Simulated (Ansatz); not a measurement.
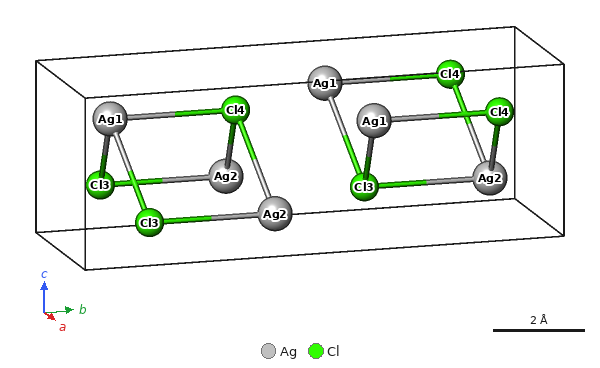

The starting point is a crystal of AgCl (set up in Cmcm). The picture is a ball-and-stick view of the conventional cell (2 times the calculation's cell), seen slightly off an axis. Lengths and directions refer to the drawn axes.

Computed with DFT, PBEsol, PAW with Ansatz's default frozen-core files, scalar-relativistic (Ansatz 0.2.0). Settings: plane-wave cutoff 420 eV; k-point mesh 9 × 9 × 8; occupations fermi dirac; smearing width 0.03 eV; no spin polarisation.

The variant: The cell is strained by +3.0 % along c and none across it (volume +3.0 %), the atoms keeping their fractional coordinates. No relaxation follows.

Input
```yaml
crystal:
  lattice:
    - [1.870909703, -5.5565952358, 0.0]
    - [1.870909703, 5.5565952358, 0.0]
    - [0.0, 0.0, 4.0417584705]
  atoms:
    - { symbol: Ag, position: [0.3965554, 0.6034446, 0.75] }
    - { symbol: Ag, position: [0.6034446, 0.3965554, 0.25] }
    - { symbol: Cl, position: [0.86544873, 0.13455127, 0.25] }
    - { symbol: Cl, position: [0.13455127, 0.86544873, 0.75] }
kpoints:
  mp_grid: { grid: [9, 9, 8] }
scf:
  occupations: { method: fermi_dirac, width: 0.03 }
hamiltonian:
  xc: pbesol
  pseudopotentials: { kind: paw }
output:
  forces: true
  stress: true
  eigenvalues: true
  efg: { contact_densities: true }
```

Launched with:
```bash
ansatz run input.yaml --threads 1 --pin off --max-ram 6144MiB --backend cpu --events-out ev --progress --plain --runs-dir out
```

> What does the calculation give for the changed structure?

Energy change: +16.4 meV per atom. The pressure goes from −2.9 to −4.3 GPa. The principal stresses (compression positive) are −3.4 GPa along b, −4.4 GPa along a, −5.2 GPa along c. The largest forces, 0.056 eV/Å, act on Cl3 and Cl4; on Cl3 it points along −b. Near-neighbour distances before and after: Ag–Cl 2.733 → 2.776 Å. The space group stays Cmcm (No. 63).

The changed structure in the same view:

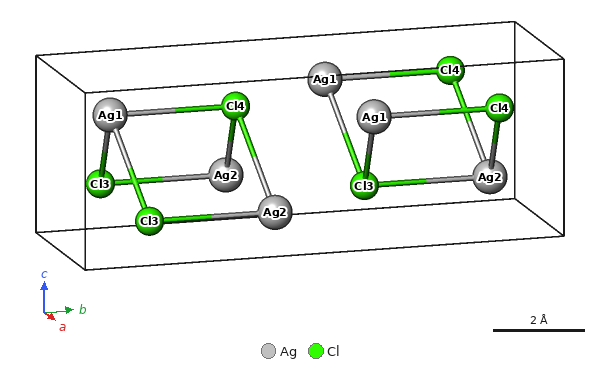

Limits of the set-up: layers or molecules are held without a dispersion correction, so their spacing is unreliable.
